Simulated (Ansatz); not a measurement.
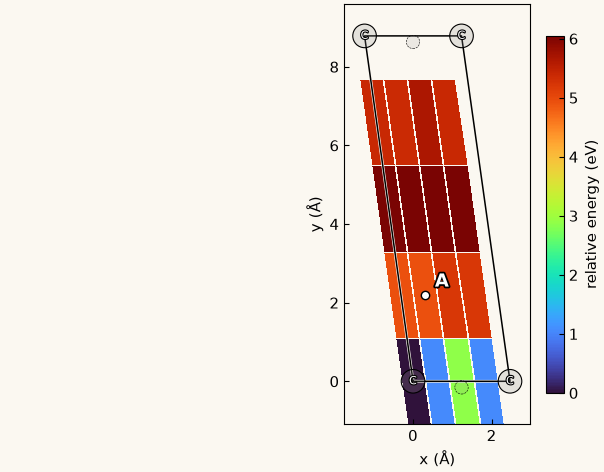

H on a C(101) slab cut from the P6/mmm phase, its upper half relaxed before the scan (12 atoms of substrate and one adsorbate in a 2 × 1 cell). H is moved over the surface cell; relaxed at each place: the height of the adsorbate's atoms; substrate rigid; the origin of the map has the adsorbate above C11. Places are given modulo a cell vector. The map is drawn in real space over the plane of the surface. The grid has 4 × 4 points. Places are given in fractions of the 1 × 1 surface cell. Energies are in eV, from the lowest grid point. At some places the adsorbate sinks to or below the level of the top layer. Level of theory: DFT PBE, scalar-relativistic, plane waves, PAW in Ansatz. Settings: cutoff 420 eV, k-mesh 6×3×1, gaussian smearing 0.1 eV, no spin polarisation.

In the figure: one coloured cell a grid point, labelled circles for the atoms of the top layer and small ones for the second layer, the outline of one cell of the plane, the point A.

> Is A at rest? If not, where is it pushed?

A, at (1/4, 1/4) of the cell vectors, is not a stationary point. The computed force is 1.9 eV/Å in the plane, pointing down in the picture (components −0.4 and −1.9 eV/Å).

PAW datasets: the set soft_1.
